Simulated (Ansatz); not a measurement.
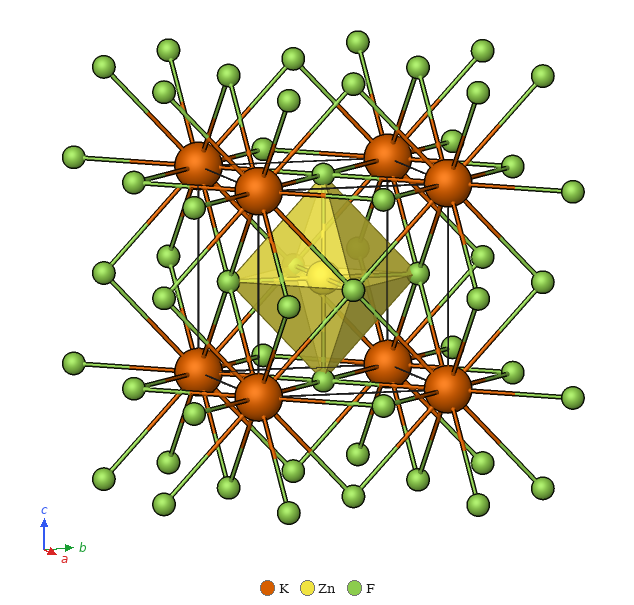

Shown here is a polyhedral view of the crystal, taken slightly off an axis. Lines trace the edges of the conventional unit cell. A few atoms beyond the faces are included.

KZnF3, space group P4/mmm (No. 123), a = 3.945 Å, b = 3.945 Å, c = 4.129 Å, α = 90.00°, β = 90.00°, γ = 90.00°. The structure comes from a structure type filled with these elements by a generator (whether the compound takes this form wasn't checked). The cell was then strained or its atoms displaced on purpose. It went into a calculation with Ansatz.

This one geometry was computed with Ansatz (DFT, plane waves, PAW) at three levels of theory: r2SCAN, PBE and HSE06. It was relaxed with r2SCAN and then strained.

Which level gives the highest pressure at this volume, and what does that say about its equilibrium volume?

Answer. Highest: PBE (8.1 GPa), which points to the largest equilibrium volume. Lowest, with the smallest volume: r2SCAN (3.0 GPa). Levels within 0.5 GPa of each other can't be told apart.

How does the band gap change with the level of theory?

Answer. PBE: a gap of 3.81 eV, indirect; r2SCAN: a gap of 4.57 eV, indirect; HSE06: a gap of 6.33 eV, indirect.

Collect the results in a table.

Answer.
| level | cutoff (eV) | k-mesh of the run's cell | gap (eV) | pressure (GPa) |
| --- | --- | --- | --- | --- |
| r2SCAN | 500 | 6×6×6 | 4.57 | 3.0 |
| PBE | 420 | 6×6×6 | 3.81 | 8.1 |
| HSE06 | 420 | 4×4×4 | 6.33 | 5.1 |

Gaps are taken on the k-mesh or band path of each run.
